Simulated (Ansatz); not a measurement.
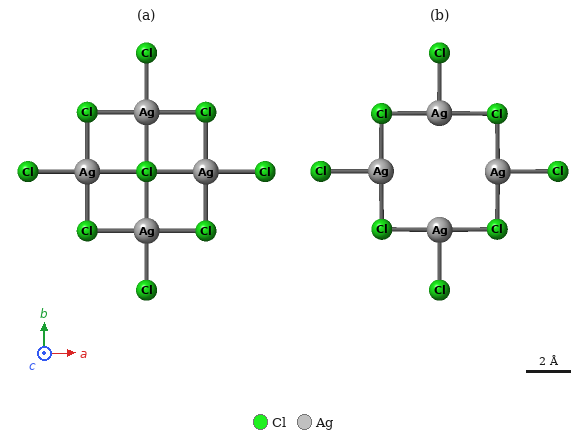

Left: perfect AgCl. Right: the same region with one point defect, after relaxing the atoms in a supercell of 64 sites. Style: ball-and-stick. Shown: the atoms within 6.0 Å of one point, in a slice 3.4 Å thick across the line of sight, along the c axis.

Theory: DFT, PBEsol, PAW, plane waves (Ansatz). Settings: plane-wave cutoff 420 eV; k-point mesh 1 × 1 × 1; mesh shifted by (0.25, 0.25, 0.25); collinear spin. Fermi-Dirac smearing of 0.01 eV. A uniform background neutralises the charged cell. The axes drawn are those of the host's conventional cell.

Q: Which defect is it?

A: A chlorine atom is taken out (a vacancy).

The charge state of the cell is +1.

Q: What does the relaxation do around it?

A: Around the empty Cl site the host had 6 Ag at 2.72 Å; after relaxation the nearest atoms are 6 Ag at 2.68 to 2.69 Å. Of the host's atoms, a chlorine atom moves furthest from its site, by 0.12 Å. The cell ends without a net magnetic moment.

Limits of the set-up: the cell is charged, on a uniform background, and energies carry no finite-size correction.
